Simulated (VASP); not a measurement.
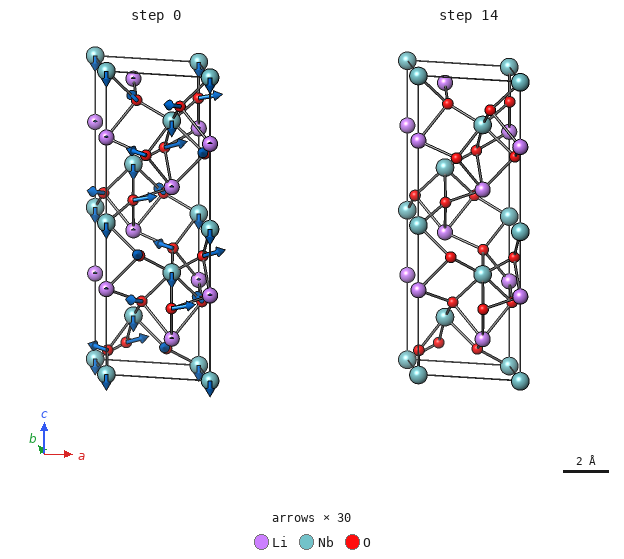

The structure of solid LiNbO$_{3}$ (set up in R3c) before (left) and after (right) a relaxation, at one scale. The blue arrows give the displacements (the part carried along by the change of the cell is left out), 30 times their true length.

A ball-and-stick model of the conventional cell (3 times the calculation's cell), seen from a free direction. Lengths and directions refer to the drawn axes.

The run lets cell and atoms move.

These are results of VASP, Kohn-Sham DFT of a periodic cell, LDA, VASP PAW LDA potentials, recommended, not measurements.

Input file:
```
SYSTEM = LiNbO3
  ALGO = Normal
  EDIFF = 1E-6
  EDIFFG = -0.01
  ENCUT = 600
  IBRION = 2
  ISIF = 3
  ISMEAR = 0
  KPAR = 4
  LASPH = .TRUE.
  LCHARG = .FALSE.
  LREAL = .FALSE.
  LWAVE = .FALSE.
  NELM = 80
  NSW = 90
  PREC = Accurate
  SIGMA = 0.03
```

Launched with:
```bash
cat potpaw_LDA.64/Li_sv/POTCAR potpaw_LDA.64/Nb_sv/POTCAR potpaw_LDA.64/O/POTCAR > POTCAR
mpirun -np 4 vasp_std > vasp.out
```

**What changed between the two?**

The largest moves relative to the cell, 0.039 Å, are those of O atoms. By element the largest moves are O 0.039 Å, Nb 0.026 Å, Li 0.003 Å. The volume changes by −4.7 %, with a = b 5.152 → 5.065 Å (−1.7 %), c 13.869 → 13.674 Å (−1.4 %). Near-neighbour distances that change, for instance: Li–O 2.069 → 1.999 Å, Nb–O 2.128 → 2.079 Å, Li–O 2.243 → 2.217 Å, Nb–O 1.878 → 1.883 Å. The space group stays R3c (No. 161). Over 14 geometry steps the energy falls by 98.8 meV per cell of the calculation. Largest force component: 0.24 eV/Å at the start, 0.0095 eV/Å at the end. Pressure: −5.83 GPa at the start and −0.04 GPa at the end.
